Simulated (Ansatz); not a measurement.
Si: band-structure calculation

- system: Si (Pnnm, 6 atoms in the cell)
- method: DFT PBE, scalar-relativistic, plane waves, PAW, no spin polarisation (Ansatz 0.2.0)

The structure was made by a generator, so it may or may not be a known phase. Figures and captions count atoms from 1; the log counts them from 0 in places.

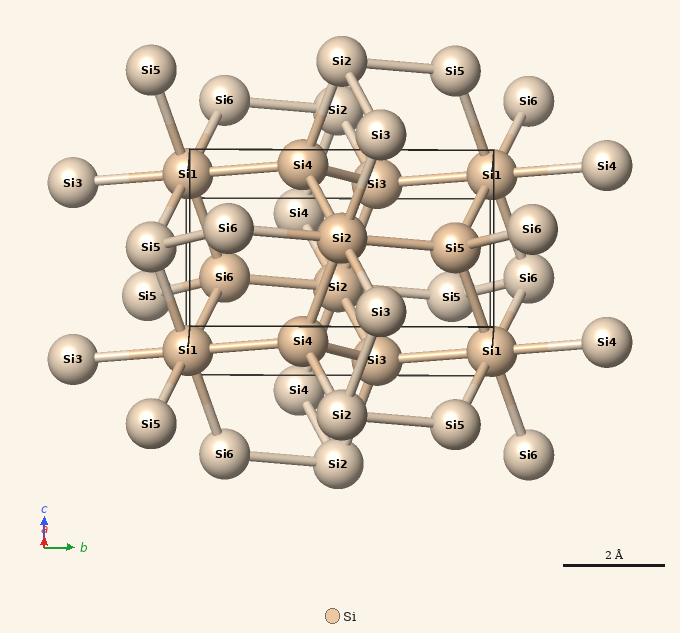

Figure 1. The input geometry (ball-and-stick view of the cell of the calculation, seen at an oblique angle; neighbours outside the cell are drawn fainter; atoms are numbered from 1 in the order of the input). An atom can appear more than once, as a periodic image. Near neighbours in the periodic cell (some may lie outside the picture): Si has 6 Si at 2.46 to 2.47 Å; Si has 4 Si at 2.40 to 2.47 Å.

### Input
```yaml
crystal:
  lattice:
    - [4.8804237723, 0.0, 0.0]
    - [0.0, 6.0653546793, 0.0]
    - [0.0, 0.0, 3.5987971415]
  atoms:
    - { symbol: Si, position: [0.5, 0.0, 0.0] }
    - { symbol: Si, position: [0.0, 0.5, 0.5] }
    - { symbol: Si, position: [0.3085738714, 0.6245365987, 0.0] }
    - { symbol: Si, position: [0.6914261286, 0.3754634013, 0.0] }
    - { symbol: Si, position: [0.8085738714, 0.8754634013, 0.5] }
    - { symbol: Si, position: [0.1914261286, 0.1245365987, 0.5] }
basis:
  ecutwfc: 420
kpoints:
  mp_grid: { grid: [8, 6, 10] }
  band_path:
    path:
      - [[0.0, 0.0, 0.0], [0.5, 0.0, 0.0], [0.5, 0.5, 0.0], [0.0, 0.5, 0.0], [0.0, 0.0, 0.0], [0.0, 0.0, 0.5], [0.5, 0.0, 0.5], [0.5, 0.5, 0.5], [0.0, 0.5, 0.5], [0.0, 0.0, 0.5]]
      - [[0.5, 0.0, 0.0], [0.5, 0.0, 0.5]]
      - [[0.0, 0.5, 0.0], [0.0, 0.5, 0.5]]
      - [[0.5, 0.5, 0.0], [0.5, 0.5, 0.5]]
    npoints: 14
hamiltonian:
  xc: pbe
scf:
  occupations: { method: gaussian, width: 0.1 }
  n_extra_bands: 15
output:
  forces: true
  stress: true
  eigenvalues: true
  populations: true
  dos: { projected: true, de: 0.02, nscf_kmesh: { grid: [10, 8, 12] } }
  bader: true
  write_density: true
  write_potential: true
  elf: true
  volumetric_format: npy
```

Hardware: 1 thread of Intel Xeon @ 2.50GHz (Skylake/Cascade Lake), 189 GiB of memory available, shared host.

Run as:
```bash
ansatz run input.yaml --threads 1 --pin off --max-ram 2560MiB --backend cpu --events-out ev --progress --plain --runs-dir out
```

### Output
```
scf.n_extra_bands = 15 over 12 filled bands (N_el = 24.0): the run solves 27 bands
Engine: ansatz 0.2.0, x86_64-unknown-linux-gnu
Pseudopotentials: kind: paw
Pseudopotential: Si, paw, valence charge 4, recommended cutoff 420 eV (normal), Si.paw.azcp
Functional definition: PBE
  parameter kappa = 0.804
  parameter beta = 0.06672455060314922
  exchange = pbe_x(kappa = kappa, mu = beta*pi^2/3)
  correlation = pbe_c(beta = beta)
Crystal: 6 atoms, lattice volume = 106.530 Å³
Basis set: ecut = 420 eV, 2065 PW (Γ), exchange–correlation on 72×90×50 points (8 copies of the dense FFT grid, shifted against one another)
Bands: 27, of which v1, the nominal top of the filled ones, is band 12 counted from 1 (11 counted from 0)
Symmetry: 8 space group operations
Space group: Pnnm (ITA 58), of the structure as read, at distance tolerance 4.7e-5 Å
k-points: 120 of 480
Non-local potential: Si, projectors of the file, l = 0: 2, l = 1: 2, l = 2: 2
PAW form: soft (Blöchl's): semilocal exchange-correlation on the pseudo side does not see the compensation charge
PAW one-centre angular grid: Si, 110 points (default); XC on 64 Gauss nodes
Initial density: superposition of atomic densities (neutral atoms: chi_scale 0, normalization atom), corrected by the library's trained network
Initial wavefunctions: pseudopotential atomic-orbital guess
Functional: x = pbe(κ = 0.804, μ = 0.2195149727645171), c = pbe(β = 0.06672455060314922)
SCF iter   1: F=—  HF=-3812.503184 eV  |F-HF|=—  |Δ(HF+E_count)|=         —  Δρ=2.47e-3  dr2=6.72e-3  ethr=1.77e-3  ⟨swp⟩=5.5  Hψ=17421  notcnv=0  defer=381
preconditioner: auto → Kerker (q_TF=auto, 2.128 Å⁻¹)  [metal: Δε(μ)=0.026 eV  Ē_g=10.255 eV  σ=0.100 eV  W_gap=0.14  n_scr=16 (ndim 8)  ℏωp=17.6 eV  f_vac=0.000  D(μ)=2.27/eV (n_scr^D=10)]
SCF iter   2: F=—  HF=-3812.503394 eV  |F-HF|=—  |Δ(HF+E_count)|=   2.10e-4  Δρ=1.53e-3  dr2=2.76e-3  ethr=2.80e-5  ⟨swp⟩=2.0  Hψ=4899  notcnv=0  defer=421
SCF iter   3: F=—  HF=-3812.503284 eV  |F-HF|=—  |Δ(HF+E_count)|=   1.09e-4  Δρ=1.95e-4  dr2=6.27e-5  ethr=1.15e-5  ⟨swp⟩=2.5  Hψ=3695  notcnv=0  defer=421
SCF iter   4: F=—  HF=-3812.503297 eV  |F-HF|=—  |Δ(HF+E_count)|=   1.23e-5  Δρ=6.96e-5  dr2=7.04e-6  ethr=2.61e-7  ⟨swp⟩=2.6  Hψ=3684  notcnv=0  defer=421
SCF iter   5: F=—  HF=-3812.503299 eV  |F-HF|=—  |Δ(HF+E_count)|=   2.53e-6  Δρ=1.48e-5  dr2=2.12e-7  ethr=2.93e-8  ⟨swp⟩=2.2  Hψ=3650  notcnv=0  defer=421
SCF iter   6: F=-3812.503299 eV  HF=-3812.503299 eV  |F-HF|=4.84e-9  |Δ(HF+E_count)|=   1.61e-7  Δρ=2.89e-6  dr2=1.26e-8  ethr=4.17e-10  ⟨swp⟩=14.1  Hψ=22990  notcnv=0
SCF 1 converged in 6 iterations: F = -3812.503299 eV  dr2 = 1.26e-8
  greatest PAW one-centre occupation: 0.677 electrons in one spin orbital (limit 2), on the Si atom at site 5 (counted from 0), in its partial waves of l = 0
NSCF: frozen V_eff on 172 k-points
NSCF: frozen V_eff on 210 k-points
SCF converged after 6 iterations
Free energy (F): -3812.503299 eV
Harris-Foulkes:  -3812.503299 eV  (|F-HF|=4.84e-9)
Internal energy: -3812.491886 eV  (E = F + TS)
E sigma→0 (E₀):  -3812.497592 eV
Entropy (-TS):   -0.011414 eV (-1.902 meV/atom)
Fermi energy:    7.692503 eV
--- Per-component energies (eV) ---
  E_band       = 60.672221
  E_kinetic    = 239.770830
  E_local      = -85.494201  (includes V_loc(G=0)·N_el)
  E_nonlocal   = 154.624074
  E_hartree    = 22.718153
  E_xc         = -331.394416
  E_vxc        = -280.755001  (∫ρ·V_xc dr)
  E_paw        = -3074.597989  (= ΣΔE_a)
  E_vpaw       = -12.909623  (= ΣTr[D̂ρ^β])
  E_aug_tail   = 0.000041  (compensation charges beyond the density's cutoff)
  E_ewald      = -738.118377
  E_smearing   = -0.011414  (= −TS)
  E_closure    = -0.000000  (closes the sum)
  Σ components = -3812.503299   (vs F -3812.503299, Δ=0.00e0)
--- Forces (eV/Å), atoms counted from 1 ---
  atom   1  Si     0.00000000     0.00000000     0.00000000
  atom   2  Si    -0.00000000    -0.00000000     0.00000000
  atom   3  Si    -0.00183316     0.00110645     0.00000000
  atom   4  Si     0.00183316    -0.00110645     0.00000000
  atom   5  Si    -0.00183316    -0.00110645     0.00000000
  atom   6  Si     0.00183316     0.00110645     0.00000000
  max |Σ_I F_I| component: 0.00e0 eV/Å
--- Stress (GPa, compression-positive) ---
        0.030628       0.000000       0.000000
        0.000000       0.026201       0.000000
        0.000000       0.000000       0.014650
  P = ⅓ Tr σ = 0.0238 GPa (0.238 kbar)
--- Band table (eV; the first three rows and the last of 120) ---
  k-point 0: bands = ["-5.0245", "-2.0902", "-0.4846", "0.7742", "0.8083", "3.9339", "4.0867", "4.7034", "5.2055", "5.3389", "7.3937", "8.6648", "8.9268", "9.6074", "10.2718", "11.3680", "11.4914", "11.8638", "11.8662", "12.6858", "13.5995", "14.1486", "14.5606", "14.7556", "14.8148", "14.8775", "15.5157"]
  k-point 1: bands = ["-4.9185", "-1.9831", "-0.3867", "0.7543", "0.8694", "3.9218", "4.1849", "4.2547", "4.7030", "5.8466", "6.4827", "8.8300", "9.1064", "9.2794", "9.8026", "10.7784", "11.5821", "12.1067", "12.2960", "13.1481", "13.5483", "13.7456", "14.2794", "14.3688", "15.1445", "15.2959", "15.5538"]
  k-point 2: bands = ["-4.6019", "-1.6629", "-0.0963", "0.4361", "1.1455", "3.3757", "3.6922", "4.4758", "4.6149", "5.3403", "6.2446", "7.7402", "7.7479", "9.2322", "9.6804", "10.9898", "11.6959", "11.8200", "11.8773", "12.5084", "13.8371", "14.1278", "14.6496", "14.8221", "15.4193", "15.7969", "16.0931"]
  k-point 119: bands = ["-1.0904", "-1.0904", "-0.6461", "-0.6461", "0.3289", "0.3289", "2.4171", "2.4171", "5.9040", "5.9040", "7.4016", "7.4016", "8.1737", "8.1737", "9.7109", "9.7109", "11.5907", "11.5907", "13.0758", "13.0758", "13.1862", "13.1862", "13.2761", "13.2761", "18.3769", "18.3769", "18.6919"]
--- Löwdin populations: 6 sites ---
  site symbol       q [e]
     0     Si      4.0313
     1     Si      4.0313
     2     Si      3.9032
     3     Si      3.9032
     4     Si      3.9032
     5     Si      3.9032
  spilling = 0.013530 (of n_electrons = 24.000000)
--- Bader charges: 6 sites ---
  site symbol  charge [e]  shift [e]
     0     Si     -0.0352     0.0010
     1     Si     -0.0352     0.0010
     2     Si      0.0176     0.0005
     3     Si      0.0176     0.0005
     4     Si      0.0176     0.0005
     5     Si      0.0176     0.0005
  estimated error of the sums over rays = 3.3e-4 e
```

### File bader_charges.tsv
```
# site	symbol	x_ang	y_ang	z_ang	partial_charge_e	electrons	volume_ang3	relative_density_drop	shared_charge_e	partial_wave_shift_e
# quadrature_error_electrons = 3.3e-4
0	Si	2.4402	0.0000	0.0000	-0.03518	14.03518	16.24	-	-0.03518	0.00102
1	Si	0.0000	3.0327	1.7994	-0.03518	14.03518	16.24	-	-0.03518	0.00102
2	Si	1.5060	3.7880	0.0000	0.01759	13.98241	18.51	-	0.01759	0.00051
3	Si	3.3745	2.2773	0.0000	0.01760	13.98240	18.51	-	0.01760	0.00051
4	Si	3.9462	5.3100	1.7994	0.01759	13.98241	18.51	-	0.01759	0.00051
5	Si	0.9342	0.7554	1.7994	0.01758	13.98242	18.51	-	0.01758	0.00051
```

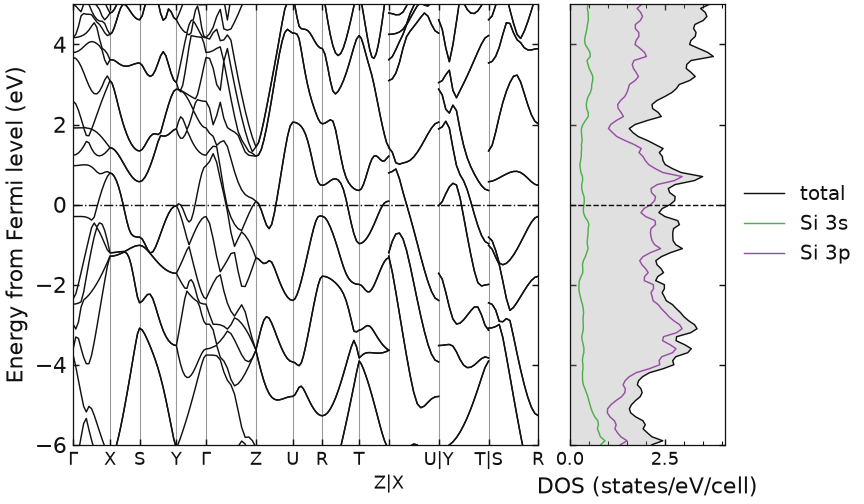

Figure 2. Band structure along Γ–X–S–Y–Γ–Z–U–R–T–Z|X–U|Y–T|S–R and density of states (projected on Löwdin-orthogonalised atomic shells), with energies from the Fermi level. Bands cross the Fermi level: a metal at this level of theory.

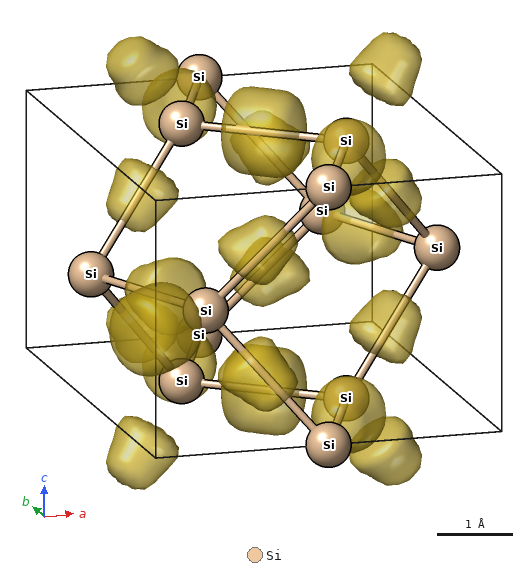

Figure 3. Isosurface of the ELF at 0.8 (yellow), seen slightly off an axis. Core shells and regions of very low density are left out. Sticks mark near contacts. The outline is the cell set on symmetry axes. Si–Si (2.46 Å): the ELF peaks at about 0.90 between the atoms (a covalent bond). In a PAW calculation such maps are meaningful between the atoms, not at the nuclei.

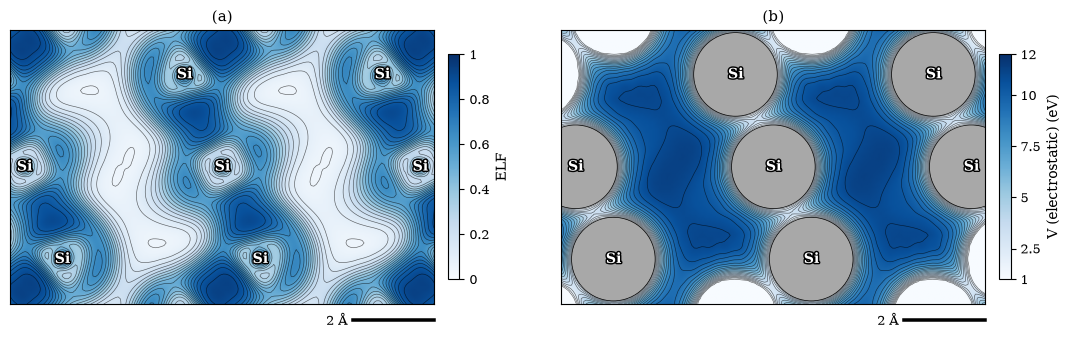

Figure 4. (a) electron localisation function; (b) electrostatic potential (local pseudopotential plus Hartree) felt by an electron on the (001) plane of the conventional cell. Grey discs, where drawn, cover atomic cores. Si–Si (2.46 Å): the ELF peaks at about 0.90 between the atoms (a covalent bond). Outside the cores the potential energy rises away from the atoms and is highest about 2.2 Å from the nearest atoms; outside the discs it spans about 10 eV, and its zero is arbitrary.

### Results in brief

```csv
quantity,value
outcome,converged
space group (tolerance 0.01 Å),Pnnm (58)
electrons treated,24
free energy,−3812.5033 eV
Fermi energy,7.693 eV
gap on the k-point mesh,none (metallic)
pressure,0.02 GPa
largest force (length of the vector),0.002 eV/Å
wall time,4.6 min
peak memory,0.64 GiB
```
